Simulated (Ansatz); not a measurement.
## A series of single points on CaO

System: CaO (I4/mmm, 2 atoms in the cell).
Method: DFT LDA, scalar-relativistic, plane waves, PAW, no spin polarisation (Ansatz 0.2.0).

The 5 runs differ only in the geometry, by a strain of the cell at fixed fractional positions. Against run 3, the strain is εxx = η and εyy = η. The structure derives from an entry of the Crystallography Open Database.

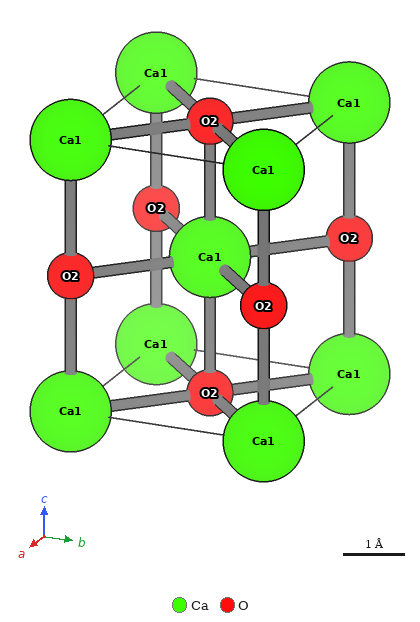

Figure 1. The structure of run 3 (ball-and-stick view of the cell 2 times as large as that of the calculation, set on its symmetry axes, seen at an oblique angle; atoms are numbered from 1 in the order of the input).

**Input of run 3**
```yaml
crystal:
  lattice:
    - [0.0, 2.449, 2.37553]
    - [2.449, 0.0, 2.37553]
    - [2.449, 2.449, 0.0]
  atoms:
    - { symbol: Ca, position: [0.0, 0.0, 0.0] }
    - { symbol: O, position: [0.5, 0.5, 0.5] }
basis:
  ecutwfc: 420
kpoints:
  mp_grid: { grid: [8, 8, 8] }
hamiltonian:
  xc: lda
scf:
  occupations: { method: gaussian, width: 0.05 }
output:
  forces: true
  stress: true
  eigenvalues: true
```

Command:
```bash
ansatz run input.yaml --threads 1 --pin off --max-ram 1228MiB --backend cpu --events-out ev --progress --plain --runs-dir out
```

Run 4 differs from it as follows:
```diff
-    - [0.0, 2.449, 2.37553]
-    - [2.449, 0.0, 2.37553]
-    - [2.449, 2.449, 0.0]
+    - [0.0, 2.485735, 2.37553]
+    - [2.485735, 0.0, 2.37553]
+    - [2.485735, 2.485735, 0.0]
```

**Results, with one run withheld**

```csv
run,strain parameter η (%),"free energy per atom, from the lowest run given (meV)",pressure (GPa),gap on the mesh (eV)
1,−3.0000,0.00,−3.33,3.47
2,−1.5000,13.95,−6.53,3.43
3,0.0000,37.51,−9.16,3.39
4,1.5000,?,?,?
5,3.0000,106.82,−13.04,3.31
```

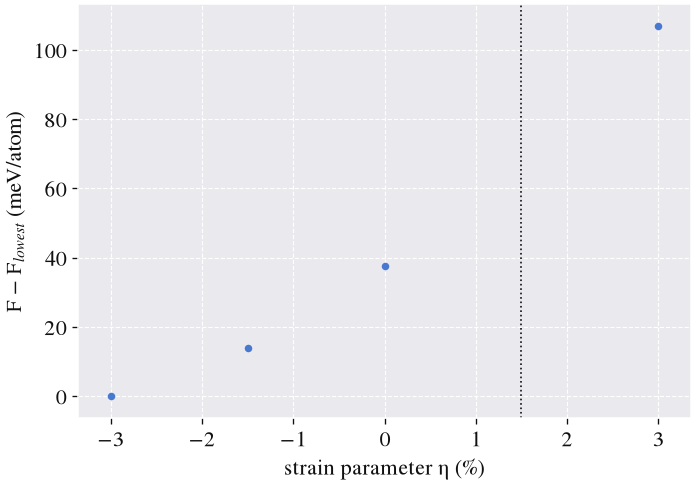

Figure 2. Free energy per atom of the runs given; the dotted line marks run 4.

What should run 4 give?

A quadratic polynomial in the coordinate, fitted to the 4 runs given, misses them by at most 0.48 meV per atom. With x = η + 0.3750, it reads F = 30.71 + 16.493 x + 1.8002 x² (meV per atom). At run 4 it gives 67.96 meV per atom, and the run itself gives 69.02. The fit has no minimum inside this range. So low a polynomial doesn't follow these energies more closely. The gap on the mesh goes, without turning, from 3.47 eV in run 1 to 3.31 eV in run 5; run 4 has 3.35 eV. These are gaps of this functional on this mesh, which can miss the band edges; they aren't the measured gap.

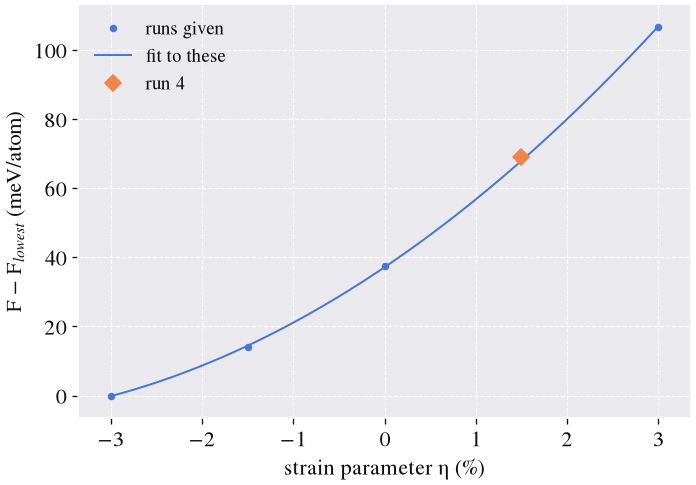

Figure 3. The fit and the withheld run.

**Output, shortened to warnings, some set-up lines, iterations and results (run 4)**
```
Basis set: ecut = 420 eV, 567 PW (Γ)
Symmetry: 16 space group operations
k-points: 59 of 512
Initial density: superposition of atomic densities (neutral atoms: chi_scale 0, normalization atom), corrected by the library's trained network
[...]
SCF iter   1: F=—  HF=-2331.513255 eV  |F-HF|=—  |Δ(HF+E_count)|=         —  Δρ=1.56e-2  dr2=7.06e-2  ethr=1.77e-3  ⟨swp⟩=6.6  Hψ=4865  notcnv=0
SCF iter   2: F=—  HF=-2331.494625 eV  |F-HF|=—  |Δ(HF+E_count)|=   1.86e-2  Δρ=3.62e-3  dr2=3.46e-3  ethr=4.41e-4  ⟨swp⟩=2.1  Hψ=1416  notcnv=0
SCF iter   3: F=—  HF=-2331.493759 eV  |F-HF|=—  |Δ(HF+E_count)|=   8.66e-4  Δρ=1.04e-3  dr2=1.06e-4  ethr=2.17e-5  ⟨swp⟩=2.1  Hψ=1127  notcnv=0
SCF iter   4: F=—  HF=-2331.493721 eV  |F-HF|=—  |Δ(HF+E_count)|=   3.77e-5  Δρ=1.60e-4  dr2=6.75e-6  ethr=6.61e-7  ⟨swp⟩=2.3  Hψ=882  notcnv=0
SCF iter   5: F=—  HF=-2331.493719 eV  |F-HF|=—  |Δ(HF+E_count)|=   2.17e-6  Δρ=1.44e-5  dr2=1.59e-8  ethr=4.22e-8  ⟨swp⟩=2.0  Hψ=894  notcnv=0
SCF iter   6: F=-2331.493719 eV  HF=-2331.493719 eV  |F-HF|=2.21e-9  |Δ(HF+E_count)|=   7.78e-9  Δρ=3.50e-6  dr2=2.54e-9  ethr=9.94e-11  ⟨swp⟩=2.0  Hψ=2316  notcnv=0
SCF 1 converged in 6 iterations: F = -2331.493719 eV  dr2 = 2.54e-9
SCF converged after 6 iterations
Free energy (F): -2331.493719 eV
Harris-Foulkes:  -2331.493719 eV  (|F-HF|=2.21e-9)
Internal energy: -2331.493719 eV  (E = F + TS)
E sigma→0 (E₀):  -2331.493719 eV
Fermi energy:    8.424148 eV
--- Per-component energies (eV) ---
  E_band       = -115.377723
  E_kinetic    = 451.817047
  E_local      = -923.290604  (includes V_loc(G=0)·N_el)
  E_nonlocal   = 116.552466
  E_hartree    = 303.322659
  E_xc         = -208.973563
  E_vxc        = -264.888857  (∫ρ·V_xc dr)
  E_paw        = -962.951910  (= ΣΔE_a)
  E_vpaw       = -102.214859  (= ΣTr[D̂ρ^β])
  E_aug_tail   = 0.002456  (compensation charges beyond the density's cutoff)
  E_ewald      = -1108.352357
  E_core_change = 0.380087  (= ΣΔE_core)
  E_smearing   = -0.000000  (= −TS)
  E_closure    = 0.000000  (closes the sum)
  Σ components = -2331.493719   (vs F -2331.493719, Δ=0.00e0)
--- Forces (eV/Å), atoms counted from 1 ---
  atom   1  Ca    -0.00000000     0.00000000    -0.00000000
  atom   2  O      0.00000000    -0.00000000     0.00000000
  max |Σ_I F_I| component: 1.18e-29 eV/Å
--- Stress (GPa, compression-positive) ---
      -12.880714       0.000000       0.000000
        0.000000     -12.880714       0.000000
        0.000000       0.000000      -8.158723
  P = ⅓ Tr σ = -11.3067 GPa (-113.067 kbar)
```
